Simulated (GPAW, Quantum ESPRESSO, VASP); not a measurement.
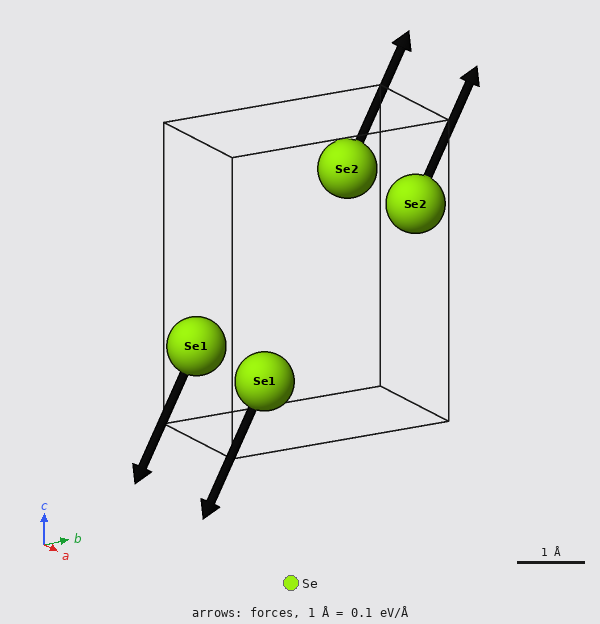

Se (2 atoms) with its atoms moved off their places at random, by some hundredths of an ångström. The arrows are the forces from GPAW (PAW data 1.2.1). The parent cell is a structure listed in the Materials Project. This isn't the form of Se at room conditions, which is trigonal, of chains.

```
Se
1.0
     1.39427   -4.03900    0.00000
     1.39427    4.03900    0.00000
     0.00000    0.00000    4.61343
Se
2
Direct
  0.05836 0.93014 0.24970
  0.92368 0.05810 0.73174
```

The same cell was run in three programs or potential sets. Alike in all runs: functional PBE; k mesh 10 × 10 × 6 on the run's cell of 2 atoms; occupations fermi-dirac, width 0.05 eV; no spin polarisation; no spin-orbit coupling. The table gives the Cartesian components of the force on Se1; with the net force removed, that on Se2 is equal and opposite.

| program | Fx on Se1 (eV/Å) | Fy on Se1 (eV/Å) | Fz on Se1 (eV/Å) |
| --- | --- | --- | --- |
| GPAW (PAW data 1.2.1) | -0.014 | 0.087 | -0.163 |
| Quantum ESPRESSO (SSSP 1.3 efficiency) | ? | ? | ? |
| VASP (PBE potentials, release 64 Se) | -0.014 | 0.080 | -0.165 |

What does Quantum ESPRESSO (SSSP 1.3 efficiency) give?

Answer. (-0.014, 0.088, -0.159) eV/Å on Se1. The medians of the other rows are -0.014, 0.083, -0.164 eV/Å.

How well do the programs agree?

Answer. The size of the force spans 0.183 to 0.185 eV/Å. Against the median force vectors, the rows deviate by 0.005 eV/Å rms as a rule, and VASP (PBE potentials, release 64 Se) most, by 0.007 eV/Å. With one functional throughout, the spread comes from potentials, basis sets and numerical settings. Deviations count direction as well as size.
